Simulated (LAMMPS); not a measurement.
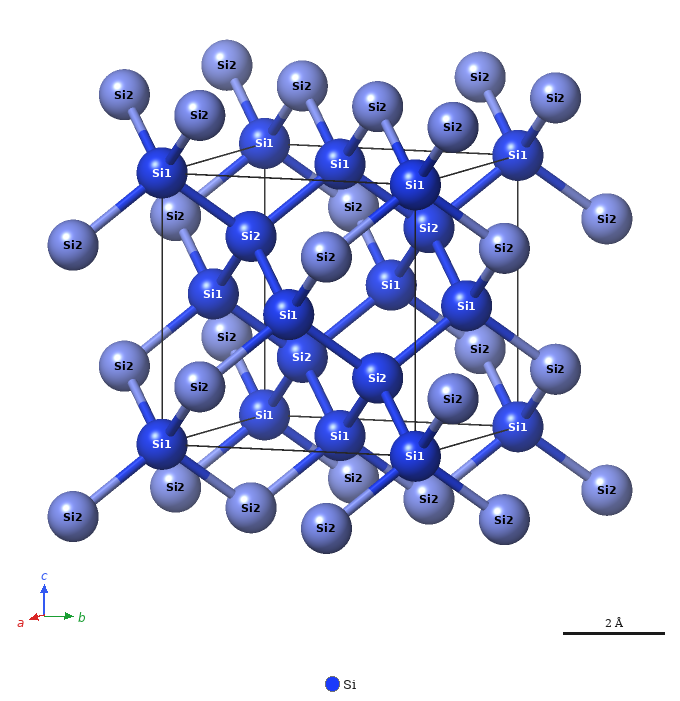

The starting structure (ball-and-stick view of the cell 4 times as large as that of the calculation, set on its symmetry axes, seen slightly off an axis; neighbours outside the cell are drawn fainter; atoms are numbered from 1 in the order of the input).

# Geometry relaxation, with input and output: Si

- system: Si (Fd-3m, 2 atoms in the cell)
- method: classical potential SiC_Erhart-Albe.tersoff (style tersoff) (LAMMPS 22 Jul 2025 update 4)

The structure was built on a prototype by a generator. The geometry comes from this level: r2SCAN.

### Output
```
using 1 OpenMP thread(s) per MPI task
Reading data file ...
  triclinic box = (0 0 0) to (3.8496575 3.3339012 3.1432321) with tilt (1.9248287 1.9248287 1.1113004)
WARNING: Triclinic box skew is large. LAMMPS will run inefficiently. (src/src/domain.cpp:221)
  1 by 1 by 1 MPI processor grid
  reading atoms ...
  2 atoms
  read_data CPU = 0.000 seconds
Neighbor list info ...
  max neighbors/atom: 2000, page size: 100000
  master list distance cutoff = 4.96
  ghost atom cutoff = 4.96
  binsize = 2.48, bins = 4 2 2
  1 neighbor lists, perpetual/occasional/extra = 1 0 0
  (1) pair tersoff, perpetual
      attributes: full, newton on
      pair build: full/bin/atomonly
      stencil: full/bin/3d
      bin: standard
Setting up cg style minimization ...
  Unit style    : metal
  Current step  : 0
WARNING: Energy due to 6 extra global DOFs will be included in minimizer energies
 (src/src/min.cpp:222)
Per MPI rank memory allocation (min/avg/max) = 4.208 | 4.208 | 4.208 Mbytes
   Step         PotEng         Press           Pxx            Pyy            Pzz            Pyz            Pxz            Pxy           Volume          Fmax
         0  -9.25594566 -8252.55279912 -8252.55529432 -8252.55438645 -8252.54871658 -0.00129673 0.00000000 0.00000000 40.34142789 0.00000008
        10  -9.25682932 -7.92820780 -16.92128172 1.14484280 -8.00818446 -4.83516661 -12.15898946 -12.92812726 40.00125320 0.00005358
        20  -9.25682933 0.00049824 -0.00147967 0.00249517 0.00047921 -0.00417727 0.00424032 0.00493479 40.00093350 0.00000013
Loop time of 0.000292262 on 1 procs for 20 steps with 2 atoms

57.5% CPU use with 1 MPI tasks x 1 OpenMP threads

Minimization stats:
  Stopping criterion = force tolerance
  Energy initial, next-to-last, final =
     -9.25594565564462   -9.2568293257058  -9.25682932570581
  Force two-norm initial, final = 0.35990663 3.1442535e-07
  Force max component initial, final = 0.20779225 1.426674e-07
  Final line search alpha, max atom move = 1 1.426674e-07
  Iterations, force evaluations = 20 38

MPI task timing breakdown:
Section |  min time  |  avg time  |  max time  |%varavg| %total
---------------------------------------------------------------
Pair    | 0.00011204 | 0.00011204 | 0.00011204 |   0.0 | 38.34
Neigh   | 0          | 0          | 0          |   0.0 |  0.00
Comm    | 1.9324e-05 | 1.9324e-05 | 1.9324e-05 |   0.0 |  6.61
Output  | 2.0205e-05 | 2.0205e-05 | 2.0205e-05 |   0.0 |  6.91
Modify  | 0          | 0          | 0          |   0.0 |  0.00
Other   |            | 0.0001407  |            |       | 48.14

Nlocal:              2 ave           2 max           2 min
Histogram: 1 0 0 0 0 0 0 0 0 0
Nghost:            126 ave         126 max         126 min
Histogram: 1 0 0 0 0 0 0 0 0 0
Neighs:              0 ave           0 max           0 min
Histogram: 1 0 0 0 0 0 0 0 0 0
FullNghs:           56 ave          56 max          56 min
Histogram: 1 0 0 0 0 0 0 0 0 0

Total # of neighbors = 56
Ave neighs/atom = 28
Neighbor list builds = 0
Dangerous builds = 0
Setting up cg style minimization ...
  Unit style    : metal
  Current step  : 20
WARNING: Energy due to 6 extra global DOFs will be included in minimizer energies
 (src/src/min.cpp:222)
Per MPI rank memory allocation (min/avg/max) = 5.459 | 5.459 | 5.459 Mbytes
   Step         PotEng         Press           Pxx            Pyy            Pzz            Pyz            Pxz            Pxy           Volume          Fmax
        20  -9.25682933 0.00049824 -0.00147967 0.00249517 0.00047920 -0.00417727 0.00424032 0.00493479 40.00093350 0.00000013
        21  -9.25682933 -0.00011528 0.00195944 -0.00216779 -0.00013748 -0.00070976 0.00126523 0.00053707 40.00093353 0.00000003
Loop time of 3.456e-05 on 1 procs for 1 steps with 2 atoms

57.9% CPU use with 1 MPI tasks x 1 OpenMP threads

Minimization stats:
  Stopping criterion = force tolerance
  Energy initial, next-to-last, final =
     -9.25682932570581  -9.25682932570581   -9.2568293257058
  Force two-norm initial, final = 3.1393227e-07 9.5408962e-08
  Force max component initial, final = 1.4226489e-07 5.4122333e-08
  Final line search alpha, max atom move = 1 5.4122333e-08
  Iterations, force evaluations = 1 2

MPI task timing breakdown:
Section |  min time  |  avg time  |  max time  |%varavg| %total
---------------------------------------------------------------
Pair    | 9.705e-06  | 9.705e-06  | 9.705e-06  |   0.0 | 28.08
Neigh   | 0          | 0          | 0          |   0.0 |  0.00
Comm    | 1.773e-06  | 1.773e-06  | 1.773e-06  |   0.0 |  5.13
Output  | 0          | 0          | 0          |   0.0 |  0.00
Modify  | 0          | 0          | 0          |   0.0 |  0.00
Other   |            | 2.308e-05  |            |       | 66.79

Nlocal:              2 ave           2 max           2 min
Histogram: 1 0 0 0 0 0 0 0 0 0
Nghost:            126 ave         126 max         126 min
Histogram: 1 0 0 0 0 0 0 0 0 0
Neighs:              0 ave           0 max           0 min
Histogram: 1 0 0 0 0 0 0 0 0 0
FullNghs:           56 ave          56 max          56 min
Histogram: 1 0 0 0 0 0 0 0 0 0

Total # of neighbors = 56
Ave neighs/atom = 28
Neighbor list builds = 0
Dangerous builds = 0
WARNING: No fixes with time integration, atoms won't move
Setting up Verlet run ...
  Unit style    : metal
  Current step  : 21
  Time step     : 0.001
Per MPI rank memory allocation (min/avg/max) = 3.083 | 3.083 | 3.083 Mbytes
   Step         PotEng         Press           Pxx            Pyy            Pzz            Pyz            Pxz            Pxy           Volume          Fmax
        21  -9.25682933 -0.00011528 0.00195944 -0.00216779 -0.00013748 -0.00070976 0.00126523 0.00053707 40.00093353 0.00000003
Loop time of 1.084e-06 on 1 procs for 0 steps with 2 atoms

0.0% CPU use with 1 MPI tasks x 1 OpenMP threads

MPI task timing breakdown:
Section |  min time  |  avg time  |  max time  |%varavg| %total
---------------------------------------------------------------
Pair    | 0          | 0          | 0          |   0.0 |  0.00
Neigh   | 0          | 0          | 0          |   0.0 |  0.00
Comm    | 0          | 0          | 0          |   0.0 |  0.00
Output  | 0          | 0          | 0          |   0.0 |  0.00
Modify  | 0          | 0          | 0          |   0.0 |  0.00
Other   |            | 1.084e-06  |            |       |100.00

Nlocal:              2 ave           2 max           2 min
Histogram: 1 0 0 0 0 0 0 0 0 0
Nghost:            126 ave         126 max         126 min
Histogram: 1 0 0 0 0 0 0 0 0 0
Neighs:              0 ave           0 max           0 min
Histogram: 1 0 0 0 0 0 0 0 0 0
FullNghs:           56 ave          56 max          56 min
Histogram: 1 0 0 0 0 0 0 0 0 0

Total # of neighbors = 56
Ave neighs/atom = 28
Neighbor list builds = 0
Dangerous builds = 0
```

### Trajectory as extended XYZ (Å, eV, eV/Å), 4 frames, from step=0 to step=21
```
2
Lattice="3.8497 0.0000 0.0000 1.9248 3.3339 0.0000 1.9248 1.1113 3.1432" Properties=species:S:1:pos:R:3:forces:R:3 step=0 energy=-9.25595 pressure_GPa=-0.83
Si    0.0000    0.0000    0.0000    0.0000   0.0000   0.0000
Si    1.9248    1.1113    0.7858    0.0000   0.0000   0.0000
2
Lattice="3.8388 0.0000 0.0000 1.9195 3.3245 0.0000 1.9195 1.1082 3.1344" Properties=species:S:1:pos:R:3:forces:R:3 step=10 energy=-9.25683 pressure_GPa=-0.00
Si    0.0054    0.0047    0.0044    0.0001   0.0000   0.0000
Si    1.9249    1.1129    0.7880   -0.0001   0.0000   0.0000
2
Lattice="3.8388 0.0000 0.0000 1.9194 3.3245 0.0000 1.9194 1.1082 3.1344" Properties=species:S:1:pos:R:3:forces:R:3 step=20 energy=-9.25683 pressure_GPa=0.00
Si    0.0054    0.0047    0.0044    0.0000   0.0000   0.0000
Si    1.9248    1.1129    0.7880    0.0000   0.0000   0.0000
2
Lattice="3.8388 0.0000 0.0000 1.9194 3.3245 0.0000 1.9194 1.1082 3.1344" Properties=species:S:1:pos:R:3:forces:R:3 step=21 energy=-9.25683 pressure_GPa=-0.00
Si    5.7636    3.3292    0.0044    0.0000   0.0000   0.0000
Si    1.9248    1.1129    0.7880    0.0000   0.0000   0.0000
```

The run was set up as follows.

### Input
```
units metal
boundary p p p
atom_style atomic
read_data data.lmp
pair_style tersoff
pair_coeff * * SiC_Erhart-Albe.tersoff Si
thermo_style custom step pe press pxx pyy pzz pyz pxz pxy vol fmax
thermo_modify format float %.8f
dump 1 all custom 10 dump.lmp id type x y z fx fy fz
dump_modify 1 sort id format float %.8f
thermo 10
fix 1 all box/relax tri 0.0 vmax 0.001
min_style cg
minimize 0.0 1.0e-6 400 4000
minimize 0.0 1.0e-6 400 4000
unfix 1
undump 1
write_dump all custom end.lmp id type x y z modify sort id format float %.8f
run 0
```

### File data.lmp
```
crystal

2 atoms
1 atom types

0.0 3.84965746 xlo xhi
0.0 3.33390116 ylo yhi
0.0 3.14323215 zlo zhi
1.92482873 1.92482873 1.11130039 xy xz yz

Masses

1 28.0850

Atoms

1 1 3.84965746 0.00000000 0.00000000
2 1 1.92482873 1.11130039 0.78580804
```

Run as:
```bash
lmp -in in.lmp -log none -nocite
```

### Results in brief

- outcome: converged
- space group (tolerance 0.01 Å): Fd-3m (227)
- potential energy: −9.2568 eV
- pressure: 0.00 GPa
- final volume: 40.00 Å³
- final cell: a = 3.839 Å, b = 3.839 Å, c = 3.839 Å, α = 60.00°, β = 60.00°, γ = 60.00°
- hardware: 1 thread of Arm Neoverse V2, 24 GiB of memory available, shared host
- peak memory: 0.03 GiB
